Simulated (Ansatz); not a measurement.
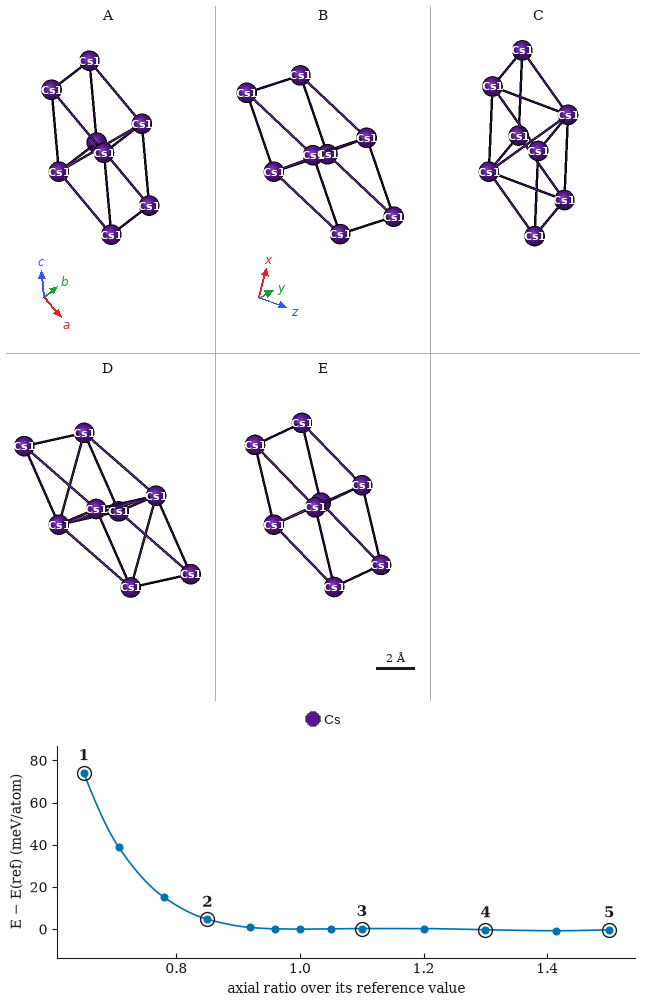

A crystal of Cs (Im-3m): the ratio of the cell's length along z to its lengths across, counted as 1 for the reference, is changed at fixed volume (a tetragonal or Bain path), with the atoms kept at their fractional coordinates. x, y and z are the Cartesian axes of the input. The frames are shuffled; the numbered points of the plot belong to them. The picture is a ball-and-stick view of the cell of the calculation, seen slightly off an axis.

Theory: DFT PBE, scalar-relativistic, plane waves, PAW (Ansatz 0.2.0). Set-up: plane-wave cutoff 420 eV; k-point mesh 12 × 12 × 12; occupations gaussian; smearing width 0.15 eV; no spin polarisation. Energies (free energies at the smearing named) are counted from the cell as listed in its source, which wasn't relaxed.

### Match the frames to the points.

Point 1 is frame C (the relative ratio 0.65, 74.2 meV/atom); 2 is frame A (the relative ratio 0.85, 4.7 meV/atom); 3 is frame E (the relative ratio 1.10, 0.3 meV/atom); 4 is frame B (the relative ratio 1.30, −0.3 meV/atom); 5 is frame D (the relative ratio 1.50, −0.3 meV/atom). The lowest computed point lies at the relative ratio 1.414 (−0.8 meV/atom). The end points stand at 74.2 meV/atom (0.65) and −0.3 meV/atom (1.50). The distortion takes the space group from Im-3m to I4/mmm. At the relative ratio 1.50 the cell of the drawing goes a 5.235 → 5.443 Å, b 5.235 → 5.443 Å, c 5.235 → 5.443 Å, α 109.5° → 122.0°, β 109.5° → 122.0°, γ 109.5° → 86.6°.
